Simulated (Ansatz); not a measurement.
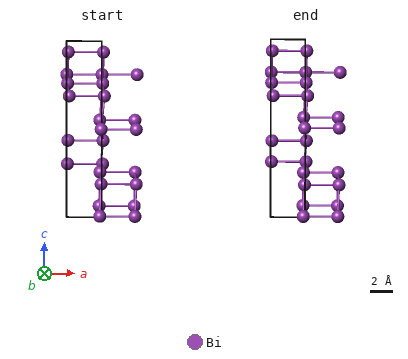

The structure of solid Bi (a generated structure, set up in P1) (coarse preliminary run) before (left) and after (right) a relaxation, at one scale.

Style: ball-and-stick. Shown: the cell of the calculation, repeated 2 × 1 × 1 with one cell outlined, along the b axis.

All numbers below come from DFT PBE, scalar-relativistic, plane waves, PAW (Ansatz). Settings: plane-wave cutoff 420 eV; k-point mesh 6 × 4 × 2; occupations gaussian; smearing width 0.2 eV; no spin polarisation; cell and atoms relaxed; force threshold 0.025 eV/Å; at most 60 steps.

Describe what moved and what it gained.

The run was cut off at its time limit before the relaxation converged, so the last structure is only a point on the way. A Bi atom moves most relative to the cell: 0.20 Å along [0 −1 1]. The volume changes by +1.2 %, with a 3.292 → 3.233 Å (−1.8 %), b 8.366 → 8.533 Å (+2.0 %), c 16.490 → 16.660 Å (+1.0 %), α 90.8° → 91.1°, β 90.3° → 90.1°. Some distances before and after: Bi–Bi 2.845 → 3.247 Å, Bi–Bi 2.898 → 3.235 Å, Bi–Bi 3.038 → 3.295 Å, Bi–Bi 2.933 → 3.177 Å. Bond angles that change, for instance: Bi–Bi–Bi 123.6° → 117.9°, Bi–Bi–Bi 119.4° → 124.9°, Bi–Bi–Bi 128.8° → 134.3°. The space group stays P1 (No. 1). Over 1 geometry step the energy falls by 58.8 meV per atom. The largest force component goes from 1.3 to 0.26 eV/Å. Pressure: 0.97 GPa at the start and −0.44 GPa at the end. Cost: 9.1 min on 1 thread of Arm Neoverse V1 (shared host), peak memory 1.2 GiB.
